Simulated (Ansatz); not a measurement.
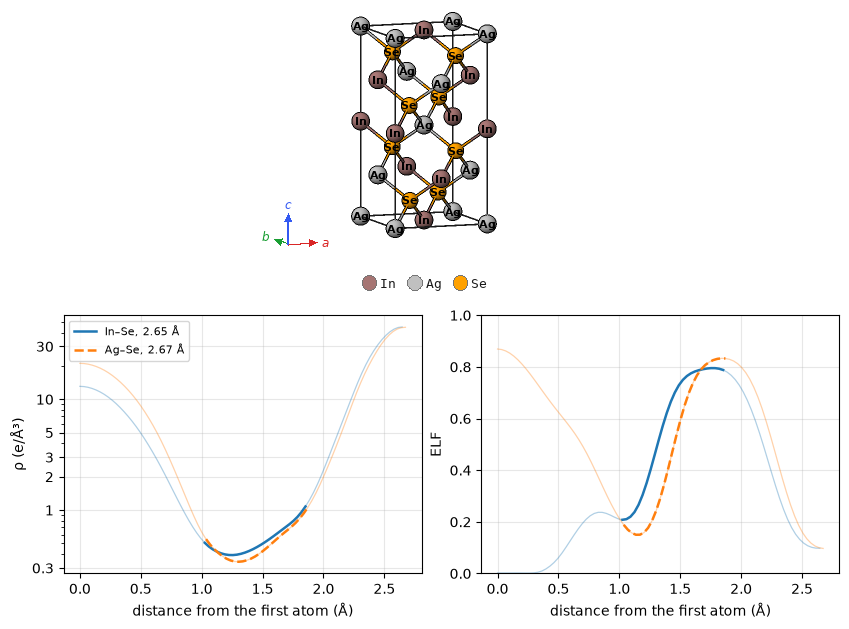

Figure 1: InAgSe2. Valence charge density (pseudo) and electron localisation function along straight lines between neighbouring atoms. Thin, pale parts lie inside the atomic spheres. The structure is drawn too.

Space group I-42d.

Theory: Ansatz 0.2.0, DFT PBE, scalar-relativistic, plane waves, PAW.

In a PAW calculation such maps are meaningful between the atoms, not at the nuclei.

Q: What can be read from the curves?

A: In–Se (2.65 Å): ρ at the midpoint is about 0.4 e/Å³; the ELF is about 0.50 at the midpoint.
Ag–Se (2.67 Å): the density is about 0.34 e/Å³ at the midpoint; the ELF is about 0.30 at the midpoint and 0.15 at its lowest between the atoms.
